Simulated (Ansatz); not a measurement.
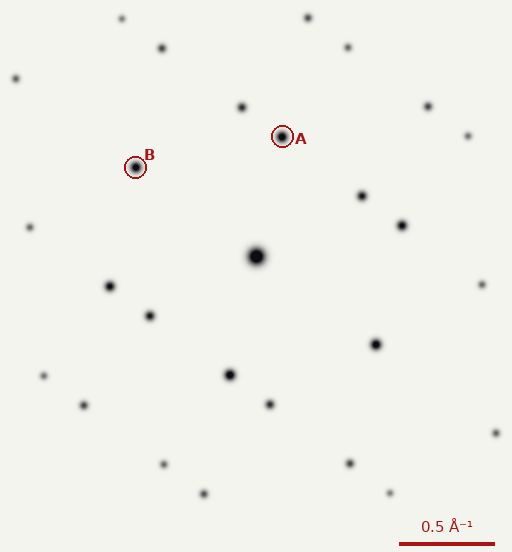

The pattern is a kinematic simulation for 200 kV electrons (no multiple scattering; isotropic B = 0.5 Å²). Two individuals of a reflection twin are superposed (a geometric construction: whether this twin forms is not tested; the second individual is smaller and so fainter). Crystal: Re, space group Im-3m (No. 229), a = 3.113 Å, zone axis [210]. Structure: the input geometry of an electronic-structure calculation (not necessarily at equilibrium); the starting structure was generated, so it need not be a known form of this composition.

In the first individual spot A is 0 0 -2 and spot B is -1 2 -1.

**On which plane is the crystal twinned?**

(1-21). The spot positions of the combined pattern are mirror-symmetric about the row through 1 -2 1 (d = 1.271 Å), which both individuals share, while a single individual has only symmetry 2mm without that mirror line. Friedel's law adds the mirror line at right angles, so a twin on (1-2-5) would give the same picture; the more widely spaced plane was used.

**Which other reflections coincide?**

Within the frame only the reflections of the common row coincide.
